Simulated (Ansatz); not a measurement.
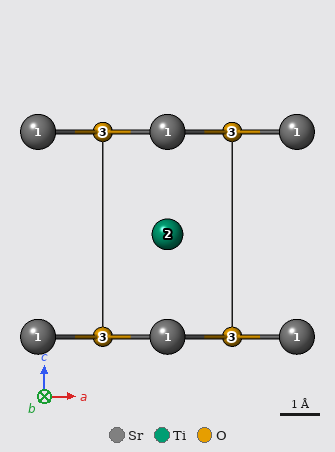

Starting structure of solid SrTiO (a generated structure, set up in P4/mmm) (coarse preliminary run). A ball-and-stick model of the cell of the calculation, seen along the b axis.

These are results of DFT PBE, scalar-relativistic, plane waves, PAW (Ansatz 0.2.0), not measurements.

Input file:
```yaml
crystal:
  lattice:
    - [3.39428941, 0.0, 0.0]
    - [0.0, 3.39428941, 0.0]
    - [0.0, 0.0, 5.37309745]
  atoms:
    - { symbol: Sr, position: [0.5, 0.5, 0.0] }
    - { symbol: Ti, position: [0.5, 0.5, 0.5], spin: 1.0 }
    - { symbol: O, position: [0.0, 0.0, 0.0] }
basis:
  ecutwfc: 420
kpoints:
  mp_grid: { grid: [6, 6, 4] }
hamiltonian:
  xc: pbe
scf:
  occupations: { method: gaussian, width: 0.1 }
  lower_state_search: "off"
output:
  forces: true
  stress: true
  eigenvalues: true
  populations: true
magnetization:
  spin_polarized: true
relax:
  adjacent_minimum: "off"
  f_tol: 0.04
  max_steps: 70
  cell: { stress_tol: 0.4 }
```

Launched with:
```bash
ansatz run input.yaml --threads 1 --pin off --max-ram 2560MiB --backend cpu --events-out ev --progress --plain --runs-dir out
```

> Predict the outcome.

The energy falls by 452 meV per atom in 10 accepted moves (13 points after the start). All forces vanish by symmetry, so only the cell relaxes. The pressure goes from 7.92 to 0.05 GPa. At 3 points the geometry stayed and the basis and grid were re-selected for the new cell (energy shift of 52.3 meV per atom at most each time). No atom moves by more than 0.005 Å relative to the cell. Cell: a = b 3.394 → 3.377 Å (−0.5 %), c 5.373 → 7.791 Å (+45.0 %). Volume +43.5 %. Near-neighbour distances that change, for instance: Sr1–Ti2 2.687 → 3.895 Å, Sr1–Sr1 3.394 → 3.377 Å, Sr1–O3 2.400 → 2.388 Å. The space group stays P4/mmm (No. 123). The run took 84 s on 1 thread of Arm Neoverse V2 (shared host), peak memory 0.4 GiB.

Final geometry:

```xyz
3
Lattice="3.3772 0.0000 0.0000 0.0000 3.3772 0.0000 0.0000 0.0000 7.7910" Properties=species:S:1:pos:R:3 pbc="T T T"
Sr    1.6886    1.6886    0.0000
Ti    1.6886    1.6886    3.8955
O     3.3772    3.3772    0.0000
```

The end point in the same view:

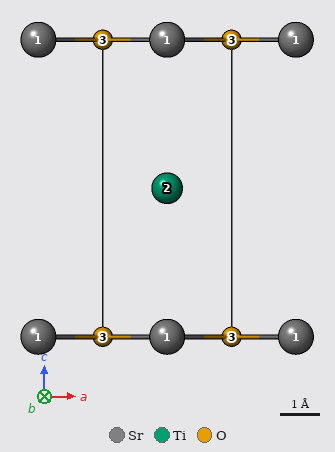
